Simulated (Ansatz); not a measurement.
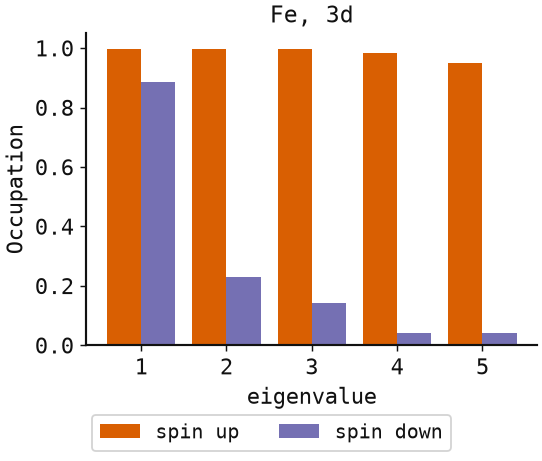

Eigenvalues of the local occupation matrix of the d shell (Löwdin-orthogonalised atomic projectors).

System: FeO, space group P4_2/mmc, 4 atoms in the cell, PtS type.

```
Fe O
1.0
     3.50238    0.00000    0.00000
     0.00000    3.50238    0.00000
     0.00000    0.00000    4.36047
Fe O
2 2
Direct
  0.00000 0.50000 0.00000
  0.50000 0.00000 0.50000
  0.00000 0.00000 0.25000
  0.00000 0.00000 0.75000
```

Level of theory: DFT LDA+U, scalar-relativistic, plane waves, PAW, Ueff = 3 eV on Fe d, spin-polarised, 5×5×5 k mesh, 420 eV cutoff, Gaussian smearing of 0.05 eV; code Ansatz 0.2.0.

Question: What configuration do these occupations show?

Answer: Counting eigenvalues over 0.6 as filled, Fe has 6 filled d states (d⁶), 5 up and 1 down, high spin; the eigenvalues sum to 6.3. The small eigenvalues come from mixing with neighbours' orbitals.

The run may have settled in a state above the lowest, so this need not be the ground state. Start of the run: ferromagnetic start, free, default search. Such runs often end in metastable states, so this need not be the lowest one. The cell is at −8 GPa in this functional.
